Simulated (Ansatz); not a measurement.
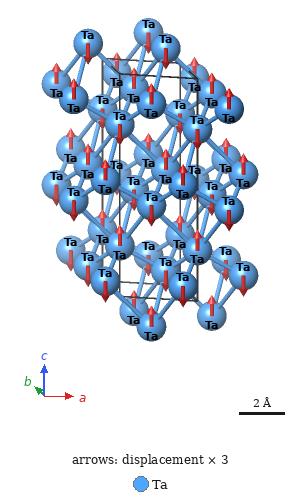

This is a relaxation of solid Ta (built on the grey arsenic (A7)_166 type) (coarse preliminary run). The starting structure is drawn; red arrows show the displacements (the part carried along by the change of the cell is left out), magnified 3 times.

The picture is a ball-and-stick view of the conventional cell (3 times the calculation's cell), seen slightly off an axis. Lengths and directions refer to the drawn axes.

Case: grey arsenic (A7) type (R-3m, No. 166).

The calculation used DFT PBEsol, scalar-relativistic, plane waves, PAW in Ansatz 0.2.0. (plane-wave cutoff 420 eV; k-point mesh 6 × 6 × 6; occupations gaussian; smearing width 0.1 eV; no spin polarisation; cell and atoms relaxed; force threshold 0.04 eV/Å; at most 70 steps)

> What happened in the run?

The energy falls by 3.358 eV per cell of the calculation in 14 accepted moves (16 points after the start). The largest force component goes from 6.8 to 0.00032 eV/Å. The pressure goes from 14.39 to 0.02 GPa. At 2 points the geometry stayed and the basis and grid were re-selected for the new cell (energy shift of 19.5 meV per cell of the calculation at most each time). The largest moves relative to the cell, 0.32 Å, are those of Ta atoms. The drawn cell changes as follows: a = b 3.638 → 2.969 Å (−18.4 %), c 10.118 → 14.337 Å (+41.7 %); the volume changes by −5.6 %. Near-neighbour distances that change, for instance: Ta–Ta 3.638 → 2.969 Å, Ta–Ta 2.435 → 2.941 Å, Ta–Ta 2.999 → 2.941 Å. Among the angles between lasting bonds that change: Ta–Ta–Ta 96.7° → 60.6°, Ta–Ta–Ta 93.4° → 119.4°, Ta–Ta–Ta 164.8° → 180.0°. The space group stays R-3m (No. 166).
